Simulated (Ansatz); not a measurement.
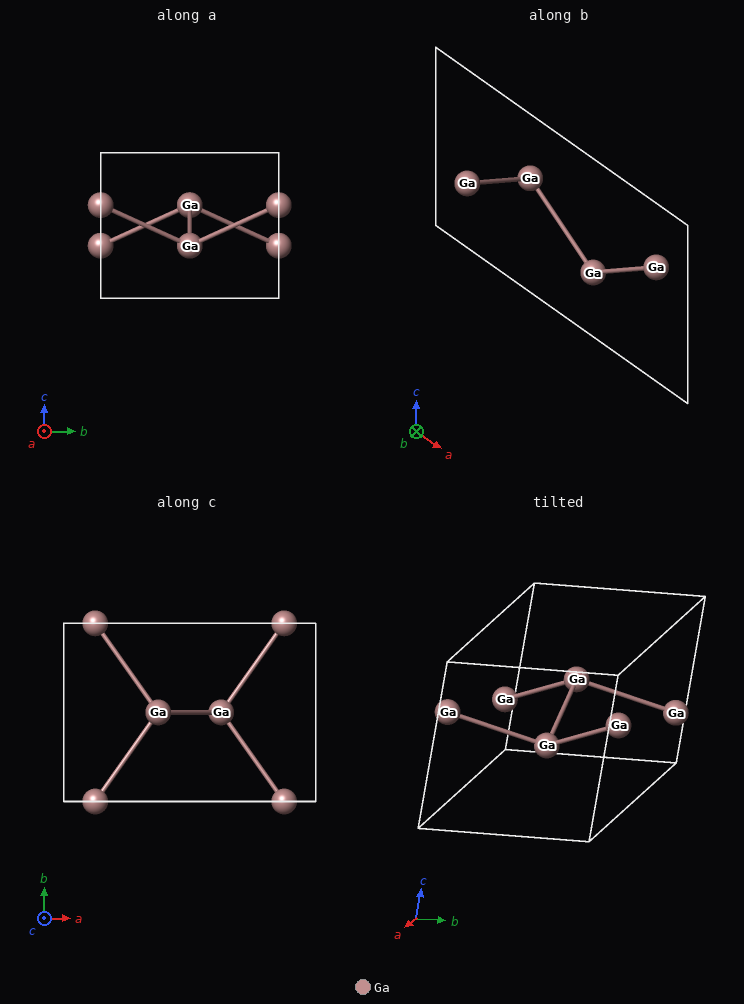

Shown here is a ball-and-stick view of the crystal, taken along the a axis, along the b axis, along the c axis and slightly off an axis. Thin lines show the conventional unit cell, with boundary atoms drawn in all their periodic places.

Lattice parameters: a = 7.198 Å, b = 4.156 Å, c = 4.156 Å, α = 90.00°, β = 125.26°, γ = 90.00°. Put a along x and b in the xy plane.

Question: Transcribe the picture into a POSCAR file, with free fractional coordinates to two decimals.

Answer:
```
Ga
1.0
     7.198    0.000    0.000
     0.000    4.156    0.000
    -2.399    0.000    3.393
Ga
4
Direct
  0.8750 0.00 0.64
  0.6250 0.50 0.36
  0.3750 0.50 0.64
  0.1250 0.00 0.36
```

The structure comes from a structure type filled with this element by a generator (whether the element takes this form wasn't checked). The cell was then strained or its atoms displaced on purpose. A calculation with Ansatz used it as input.
